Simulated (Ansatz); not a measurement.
Geometry relaxation of TaN (part 2 of 2)

The same run, continued: TaN (slab, 8 atoms in the cell); DFT r2SCAN, scalar-relativistic, plane waves, PAW, no spin polarisation (Ansatz 0.2.0); cutoff 500 eV, 9×9×1 k-mesh, Gaussian smearing of 0.1 eV. The structure derives from an entry of the Crystallography Open Database. The input holds or restrains some coordinates. Forces given for the steps count only the free coordinates. It belongs to a series of runs on one base structure; here: clean slab, lower half held.

Geometry of the input (Å; fractional positions):
```
3.1088  0.0000  0.0000
0.0000  3.1088  0.0000
0.0000  0.0000  23.5948
Ta 0.0000  0.0000  0.3602
N  0.5000  0.5000  0.3602
Ta 0.5000  0.5000  0.4534
N  0.0000  0.0000  0.4534
Ta 0.0000  0.0000  0.5466
N  0.5000  0.5000  0.5466
Ta 0.5000  0.5000  0.6398
N  0.0000  0.0000  0.6398
```

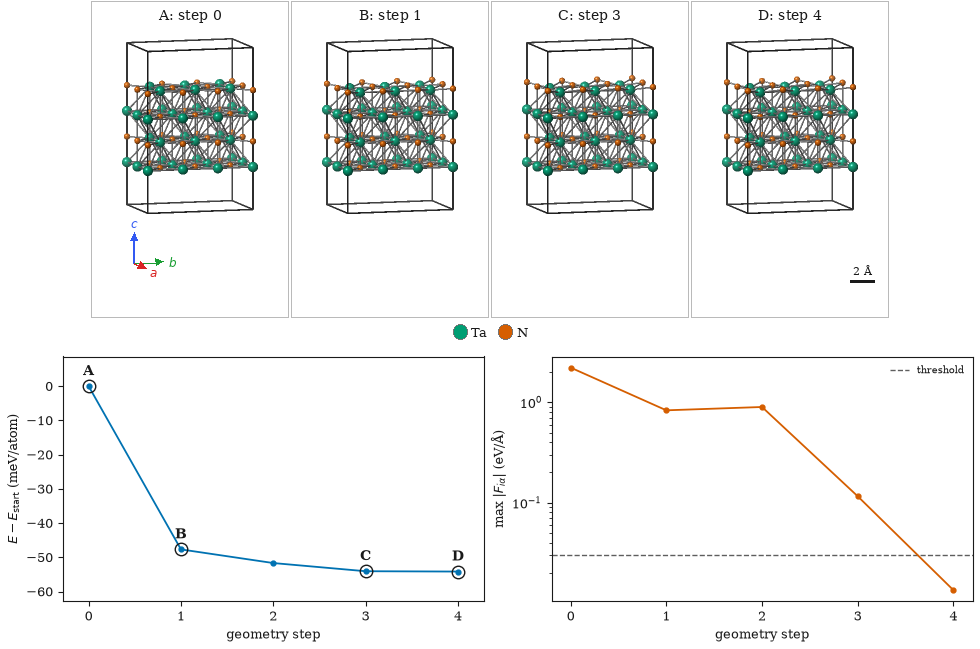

Figure 1. Frames of the restrained relaxation (ball-and-stick view of the 2 × 3 repeat of the cell, with the vacuum cut short, seen slightly off an axis) above the curves, on which the letters mark them (the first geometry is step 0 here and step 1 in the log).

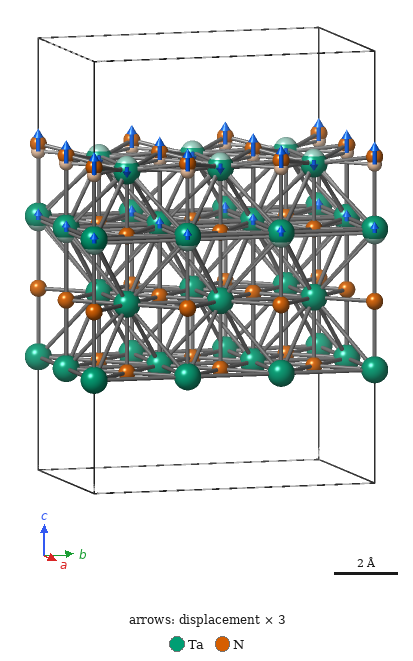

Figure 2. Start (faint) and end (solid) with the displacements as blue arrows, magnified 3 times (ball-and-stick view of the 2 × 3 repeat of the cell, with the vacuum cut short, seen slightly off an axis). The largest move is that of N8, 0.25 Å. Largest moves by element: N 0.25 Å, Ta 0.12 Å. The lattice vectors keep their values. Among the contacts that change: Ta5–Ta7 3.109 → 2.946 Å, N4–Ta5 2.198 → 2.319 Å, N6–Ta7 2.198 → 2.085 Å, Ta3–Ta5 3.109 → 3.195 Å. Among the angles that change: Ta7–N8–Ta7 180.0° → 161.3°, Ta5–N8–Ta7 90.0° → 80.6°, Ta5–N6–Ta5 180.0° → 173.5°. Over 4 geometry steps the energy falls by 54.2 meV per atom. The largest force component goes from 2.2 to 0.013 eV/Å. (Atoms are counted from 1 in the order of the input.)

```
WARN: The output density's exchange-correlation potential varies sharply where the density is thin. Do not read a vacuum level from v_tot or v_xc, or from such a field of the output density. On a cell that repeats whose density bears no net charge and no dipole along the vacuum's axis use v_es (v_loc + v_h of the components); under efield.dipole_correction with no amplitude use v_es + v_field, which holds any external_charges[].barrier, or the levels of the report's work_function block, which leave it out; under a non-zero efield.amplitude the vacuum is tilted and has no level; on a cell that repeats and bears such a dipole with no correction it is tilted too, and efield.dipole_correction with no amplitude gives each side of its ramp a level where efield: is served; in a cell that repeats whose density bears a net charge (total_charge, or a fill off its count) it is curved and has none; of a slab under crystal.periodic whose density bears no net charge use v_es, which has a level on each side, short of where the two are joined; of another it falls or rises all the way out and has none; of a slab beside external_charges read slab_vacuum_level instead, which it has where they leave it neutral. The grid or the basis barely resolves most such structure, and the values can differ between equally converged runs; as a rule a tighter scf.convergence.dr2_threshold does not remove it. Where the density itself ripples (under the LDA too) a higher basis.ecutwfc lessens it. The files hold the spikes' plane waves up to the density's cutoff. Files: v_tot_of_output_density and the like, and their columns of v_z.tsv (output.write_potential); v_xc_of_output_density and the like, and their columns of v_comp_z.tsv (output.write_potential_components). Measured: with its Gaussian average of σ = 0.25 Å subtracted twice, the exchange-correlation potential is over 0.1 eV at 4156 of the grid points where the equally averaged density (valence and model cores) is under 1e-3 e/Å³, and 2.22 eV at the most among them, at an averaged density of 5.1e-8 e/Å³. The input density's (outcome.potential() and, of a run that writes arrays, v_tot and v_xc) is over 0.1 eV, so measured, at 1594 points of its own thin density, 0.649 eV at the most. See output.write_potential in the manual, Limitations
SCF converged after 2 iterations
Free energy (F): -41322.555190 eV
Harris-Foulkes:  -41322.555190 eV  (|F-HF|=9.82e-10)
Internal energy: -41322.535299 eV  (E = F + TS)
E sigma→0 (E₀):  -41322.545244 eV
Entropy (-TS):   -0.019891 eV (-2.486 meV/atom)
Fermi energy:    5.912342 eV
Dipole field:    D = 0.029070 V/Å  (p = 0.036635 e·Å, saw-weighted, corrected)
Work function:   Φ+ = 3.1027 eV   Φ− = 3.7886 eV
Levels:          The Fermi level and band energies are counted from a zero that moves with the ramp; work functions are not
--- Per-component energies (eV) ---
  E_band       = -1350.744266
  E_kinetic    = 1995.645256
  E_local      = -78898.791158  (includes V_loc(G=0)·N_el)
  E_nonlocal   = 237.408751
  E_hartree    = 38519.143560
  E_xc         = -1057.133881
  E_vxc        = -1227.101612  (∫ρ·V_xc dr)
  E_paw        = -34207.199888  (= ΣΔE_a)
  E_vpaw       = -560.256004  (= ΣTr[D̂ρ^β])
  E_aug_tail   = 0.000351  (compensation charges beyond the density's cutoff)
  E_vtau       = 64.103746  (kinetic-family band-sum trace: ∫τ·v_τ [+ j·A + Jᵃ·Aᵃ] dr)
  E_efield     = 0.000532  (sawtooth field / dipole correction)
  E_vefield    = -0.035868  (∫n·V_field dr)
  E_ewald      = 32091.534557
  E_core_change = -3.143379  (= ΣΔE_core)
  E_smearing   = -0.019891  (= −TS)
  E_closure    = 0.000000  (closes the sum)
  Σ components = -41322.555190   (vs F -41322.555190, Δ=0.00e0)
--- Forces (eV/Å), atoms counted from 1 ---
  atom   1  Ta     0.00000000     0.00000000     2.24014633
  atom   2  N      0.00000000     0.00000000    -1.40164590
  atom   3  Ta     0.00000000     0.00000000    -0.90300897
  atom   4  N      0.00000000     0.00000000     0.04876892
  atom   5  Ta     0.00000000     0.00000000     0.01345071
  atom   6  N      0.00000000     0.00000000    -0.00979224
  atom   7  Ta     0.00000000     0.00000000     0.01126504
  atom   8  N     -0.00000000     0.00000000     0.00084620
  max |Σ_I F_I| component: 3.01e-5 eV/Å
--- Band table (eV; the first three rows and the last of 15) ---
  k-point 0: bands = ["-65.4830", "-65.4163", "-65.3160", "-65.1622", "-31.6538", "-31.5071", "-31.2743", "-31.2496", "-31.2496", "-31.1307", "-31.1307", "-31.0795", "-31.0795", "-30.9134", "-30.8541", "-30.8541", "-13.5123", "-12.7917", "-12.0337", "-11.6495", "-2.0819", "-1.2233", "0.2617", "0.7505", "0.7546", "0.7546", "0.8216", "1.1794", "1.1794", "1.5032", "2.1047", "2.1047", "2.3715", "2.3715", "2.9794", "3.8748", "4.6539", "4.6539", "5.3910", "6.4159", "6.4159", "6.4618", "6.9526", "7.0123"]
  k-point 1: bands = ["-65.4800", "-65.4145", "-65.3125", "-65.1611", "-31.6424", "-31.5200", "-31.3540", "-31.2602", "-31.2373", "-31.1579", "-31.1435", "-31.1180", "-31.0749", "-30.9174", "-30.8711", "-30.8556", "-13.3263", "-12.6283", "-11.8694", "-11.4923", "-2.1531", "-1.4360", "-0.3262", "-0.0619", "0.2874", "0.3023", "0.6743", "0.6860", "0.9882", "1.1833", "1.4962", "1.8594", "2.2680", "2.7031", "3.7877", "4.4457", "4.7033", "4.7242", "5.5000", "6.3112", "6.3624", "7.1624", "7.4411", "7.7598"]
  k-point 2: bands = ["-65.4724", "-65.4102", "-65.3036", "-65.1584", "-31.6385", "-31.5617", "-31.5029", "-31.3569", "-31.2624", "-31.2049", "-31.1972", "-31.0898", "-31.0579", "-30.9913", "-30.8628", "-30.8623", "-12.8252", "-12.1985", "-11.4295", "-11.0717", "-2.4813", "-2.3226", "-1.2617", "-1.1430", "-0.5981", "-0.4823", "-0.3944", "-0.3122", "0.4218", "0.4677", "0.5620", "0.8869", "3.5036", "4.0027", "4.7528", "5.0700", "5.1320", "5.7675", "5.8002", "6.5108", "6.5365", "7.4978", "8.2804", "8.5016"]
  k-point 14: bands = ["-65.4388", "-65.3832", "-65.2673", "-65.1346", "-31.6619", "-31.6578", "-31.5589", "-31.5401", "-31.4314", "-31.3979", "-31.3691", "-31.3189", "-31.2794", "-31.1377", "-31.1355", "-31.0079", "-12.5301", "-12.3181", "-11.4195", "-10.9847", "-1.5867", "-1.2706", "-1.1844", "-0.9503", "-0.7618", "-0.4383", "0.1733", "0.3025", "0.3282", "0.6456", "1.1549", "1.5781", "1.7972", "2.3043", "4.0099", "4.1296", "7.2296", "7.2399", "7.9222", "8.2862", "9.3614", "9.4460", "9.4951", "9.5986"]
--- Relaxed structure (5 steps of the walk, 5 accepted, 0 SCFs on fresh bases) ---
  F+E_penalty+E_count = -41322.55518996 eV   max|allowed force component| = 1.348e-2 eV/Å
  atoms:
    - { symbol: Ta, position: [0.0, 0.0, 0.3602488845] }
    - { symbol: N, position: [0.5, 0.5, 0.3602488845] }
    - { symbol: Ta, position: [0.5, 0.5, 0.4534162948] }
    - { symbol: N, position: [0.0, 0.0, 0.4534162948] }
    - { symbol: Ta, position: [-6.255553818541534e-35, 0.0, 0.5517084251034675] }
    - { symbol: N, position: [0.5, 0.5, 0.5464443081043452] }
    - { symbol: Ta, position: [0.5, 0.5, 0.6348086045718336] }
    - { symbol: N, position: [-5.420673328252626e-35, 0.0, 0.6501858704862363] }
```

## Trajectory as extended XYZ (Å, eV, eV/Å), 5 frames, from step=1 to step=5
```
8
Lattice="3.1088 0.0000 0.0000 0.0000 3.1088 0.0000 0.0000 0.0000 23.5948" Properties=species:S:1:pos:R:3:forces:R:3 step=1 energy=-41322.12188
Ta    0.0000    0.0000    8.5000    0.0000   0.0000   2.2147
N     1.5544    1.5544    8.5000    0.0000   0.0000  -1.2531
Ta    1.5544    1.5544   10.6983    0.0000   0.0000  -0.8908
N     0.0000    0.0000   10.6983    0.0000   0.0000  -0.9861
Ta    0.0000    0.0000   12.8965    0.0000   0.0000   0.8908
N     1.5544    1.5544   12.8965    0.0000   0.0000   0.9861
Ta    1.5544    1.5544   15.0948    0.0000   0.0000  -2.2147
N     0.0000    0.0000   15.0948    0.0000   0.0000   1.2531
8
Lattice="3.1088 0.0000 0.0000 0.0000 3.1088 0.0000 0.0000 0.0000 23.5948" Properties=species:S:1:pos:R:3:forces:R:3 step=2 energy=-41322.50342
Ta    0.0000    0.0000    8.5000    0.0000   0.0000   2.2513
N     1.5544    1.5544    8.5000    0.0000   0.0000  -1.3408
Ta    1.5544    1.5544   10.6983    0.0000   0.0000  -0.8514
N     0.0000    0.0000   10.6983    0.0000   0.0000  -0.2519
Ta    0.0000    0.0000   12.9843    0.0000   0.0000  -0.0506
N     1.5544    1.5544   12.9069    0.0000   0.0000  -0.3000
Ta    1.5544    1.5544   14.9695    0.0000   0.0000  -0.2882
N     0.0000    0.0000   15.2190    0.0000   0.0000   0.8320
8
Lattice="3.1088 0.0000 0.0000 0.0000 3.1088 0.0000 0.0000 0.0000 23.5948" Properties=species:S:1:pos:R:3:forces:R:3 step=3 energy=-41322.53530
Ta    0.0000    0.0000    8.5000    0.0000   0.0000   2.2347
N     1.5544    1.5544    8.5000    0.0000   0.0000  -1.4130
Ta    1.5544    1.5544   10.6983    0.0000   0.0000  -0.8923
N     0.0000    0.0000   10.6983    0.0000   0.0000   0.1621
Ta    0.0000    0.0000   13.0391    0.0000   0.0000  -0.3537
N     1.5544    1.5544   12.8932    0.0000   0.0000  -0.3095
Ta    1.5544    1.5544   14.9541    0.0000   0.0000   0.8979
N     0.0000    0.0000   15.3745    0.0000   0.0000  -0.3260
8
Lattice="3.1088 0.0000 0.0000 0.0000 3.1088 0.0000 0.0000 0.0000 23.5948" Properties=species:S:1:pos:R:3:forces:R:3 step=4 energy=-41322.55440
Ta    0.0000    0.0000    8.5000    0.0000   0.0000   2.2397
N     1.5544    1.5544    8.5000    0.0000   0.0000  -1.4059
Ta    1.5544    1.5544   10.6983    0.0000   0.0000  -0.9110
N     0.0000    0.0000   10.6983    0.0000   0.0000   0.0536
Ta    0.0000    0.0000   13.0142    0.0000   0.0000   0.1160
N     1.5544    1.5544   12.8923    0.0000   0.0000   0.0716
Ta    1.5544    1.5544   14.9841    0.0000   0.0000  -0.1106
N     0.0000    0.0000   15.3504    0.0000   0.0000  -0.0527
8
Lattice="3.1088 0.0000 0.0000 0.0000 3.1088 0.0000 0.0000 0.0000 23.5948" Properties=species:S:1:pos:R:3:forces:R:3 step=5 energy=-41322.55519
Ta    0.0000    0.0000    8.5000    0.0000   0.0000   2.2401
N     1.5544    1.5544    8.5000    0.0000   0.0000  -1.4017
Ta    1.5544    1.5544   10.6983    0.0000   0.0000  -0.9030
N     0.0000    0.0000   10.6983    0.0000   0.0000   0.0488
Ta    0.0000    0.0000   13.0174    0.0000   0.0000   0.0135
N     1.5544    1.5544   12.8932    0.0000   0.0000  -0.0098
Ta    1.5544    1.5544   14.9782    0.0000   0.0000   0.0113
N     0.0000    0.0000   15.3410    0.0000   0.0000   0.0008
```

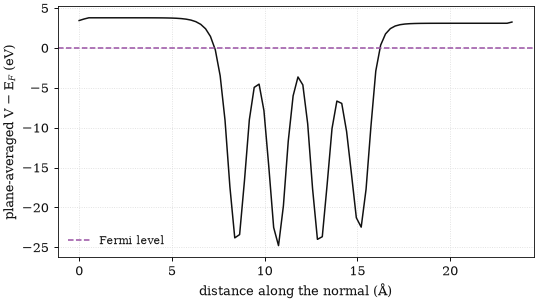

Figure 3. Plane average of the electrostatic potential energy of an electron across the cell, from the Fermi level. The vacuum level lies 3.10 eV above the Fermi level on the upper side and 3.79 eV on the lower.

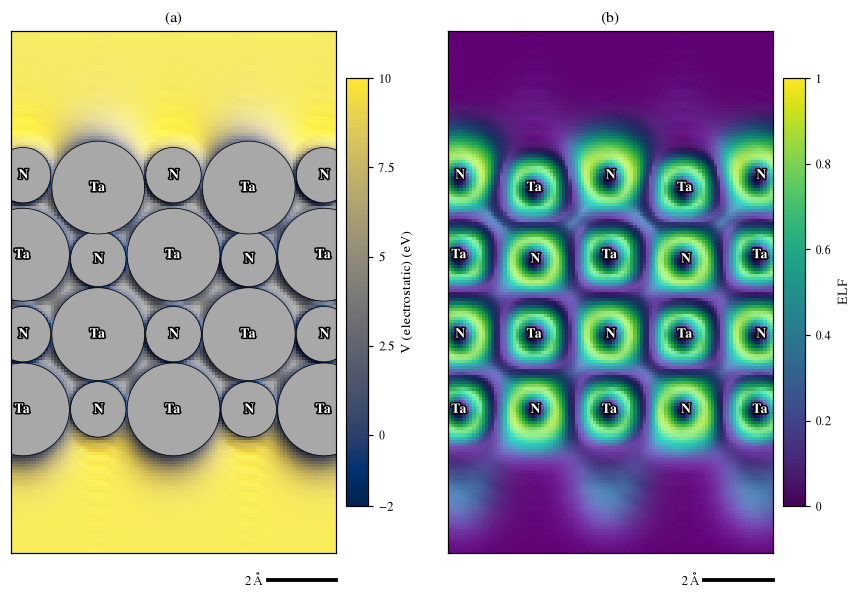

Figure 4. (a) electrostatic potential energy of an electron; (b) ELF on the (11̄0) plane of the calculation cell, a cut from vacuum to vacuum. Grey discs, where drawn, cover atomic cores. The section cuts through Ta and N sites. Ta–N (2.09 Å): the ELF is about 0.20 at the midpoint (no shared pair; the contact is polar). Ta–Ta (2.95 Å): the ELF is about 0.25 at the midpoint; no shared electron pair. Ta–N (2.19 Å): the ELF peaks at about 0.80 in the valence shell of N, 0.6 Å from its nucleus, and drops to about 0.10 between the two atoms; a polar contact without a shared pair, in a metal. Ta–N (2.32 Å): the ELF is about 0.10 at the midpoint (no shared pair; the contact is polar). Ta–Ta (3.11 Å): the ELF is about 0.20 at the midpoint (no shared electron pair). The strong features right at Ta lie inside the PAW spheres (semicore, d or f shells) and say nothing about bonding. Core electrons are frozen (PAW), so the fields are smoothed inside the atomic spheres.

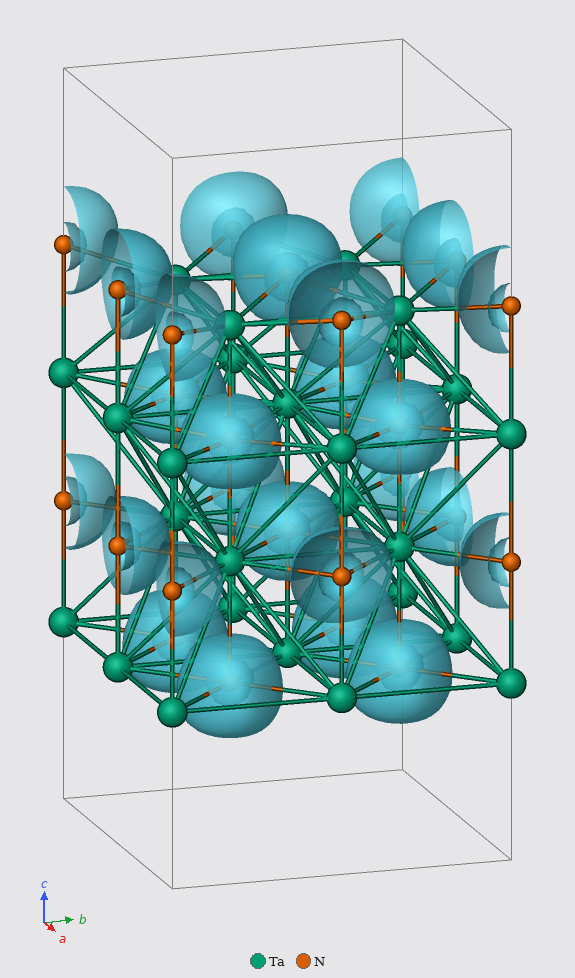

Figure 5. Isosurface of the electron localisation function at 0.65 (cyan), seen slightly off an axis. Core shells and regions of very low density are left out. Sticks mark near contacts. Profiles from the grid: Ta–N (2.09 Å): the ELF is about 0.20 at the midpoint; a polar contact without a shared pair, in a metal. Ta–Ta (2.95 Å): the ELF is about 0.25 at the midpoint (no localised pair between them).

## Summary

```tsv
quantity	value
outcome	converged under the restraints of the input
electrons treated	72
free energy	−41322.5552 eV
work function, top face	3.10 eV
work function, bottom face	3.79 eV
Fermi energy	5.912 eV
gap on the k-point mesh	none (metallic)
final volume	228.04 Å³
work function (upper face)	3.10 eV
largest force (length of the vector) at the end, held atoms and coordinates included	2.240 eV/Å
hardware	2 threads of AMD EPYC (Zen 5), 176 GiB of memory available, shared host
wall time	42 s (CPU time 84 s)
peak memory	0.94 GiB
```

The program warns: the exchange-correlation potential is rough where the density is thin. Spin–orbit coupling is left out, which matters for Ta.
